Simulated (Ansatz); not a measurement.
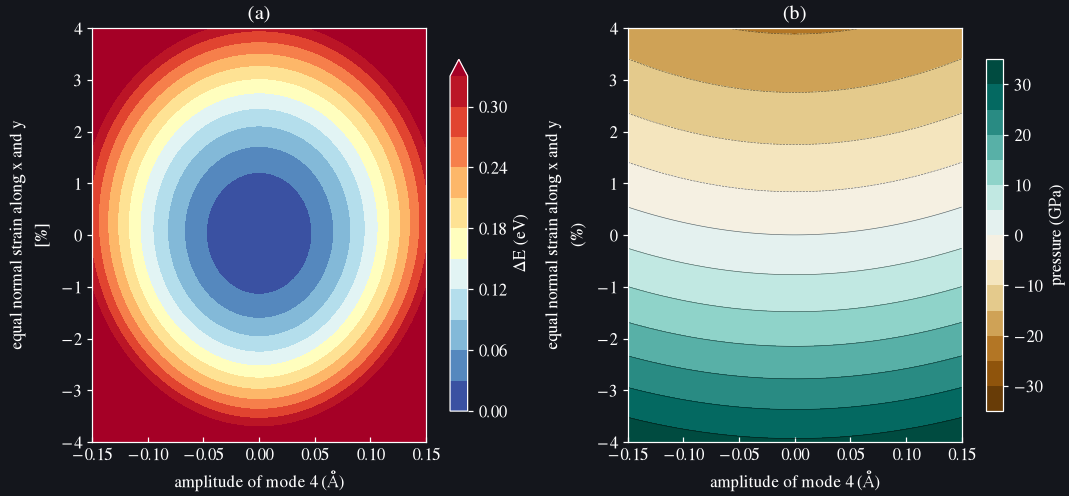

TaN (P6_3/mmc, No. 194; 4 atoms in the cell). 
- The energy is mapped over a normal mode and a strain (zone-centre modes of the 4-atom cell of this scan) (x along [1 0 0], y along [1 2 0], z along [0 0 1] of the conventional cell).
- The first coordinate is: amplitude of mode 4 (142 cm⁻¹), largest displacement in the unstrained cell; the second: equal normal strain along x and y.
- Nothing is relaxed (the pattern is fixed in fractional coordinates).
- The scan uses a 7 × 7 grid; 28 points were computed and 21 follow by symmetry.
- Points are written as (first, second).
- All energies are given in eV per cell relative to the lowest grid point.
- Computed with DFT PBE, scalar-relativistic, plane waves, PAW (Ansatz). Settings: cutoff 520 eV, k-mesh 15×15×8 in the order of the run's cell vectors, gaussian smearing 0.15 eV, no spin polarisation.

Panel (a) is the energy; panel (b) is the computed pressure, in GPa.

The picture shows filled contours, one colour for all values above the top of the scale. Between grid points the surface is interpolated.

> How does the pressure vary over the map, and what is it at the lowest grid point?

It runs from −20.5 GPa at (0.00 Å, 4.00 %) to 34.3 GPa at (−0.15 Å, −4.00 %). At the lowest grid point, (0.00 Å, 0.00 %), it is 0.0 GPa.

PAW datasets: the set soft_1.
